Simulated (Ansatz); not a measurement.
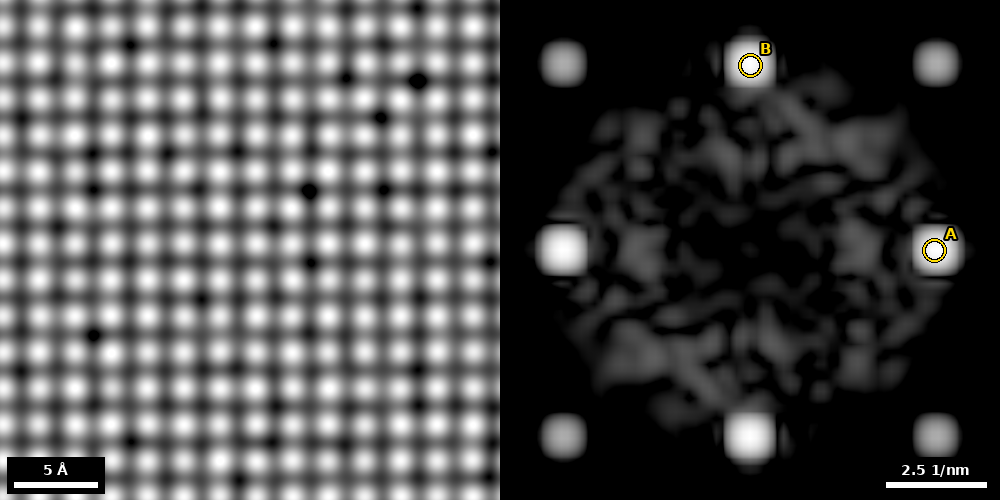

Integrated-DPC-like image of a crystal. Simulated as the projected potential of neutral atoms (B = 0.5 Å²) blurred by a 1.19 Å probe, the thin-sample limit of integrated differential phase contrast. The display is stretched by a gamma of 0.65; percentages refer to the linear signal. The speckle of an amorphous layer was added.

The right panel is the modulus of the image's Fourier transform on a logarithmic scale.

**Which lattice spacings do the marked spots stand for, and what angle do A and B enclose?**

A: 2.2 Å, B: 2.2 Å; A and B enclose about 90°.

The crystal is Zn (Im-3m, No. 229) along [001]; the spots are (-1 -1 0) and (1 -1 0). Structure: the geometry given to an electronic-structure calculation, possibly off equilibrium; the starting structure was generated, so it need not be a known form of this composition.
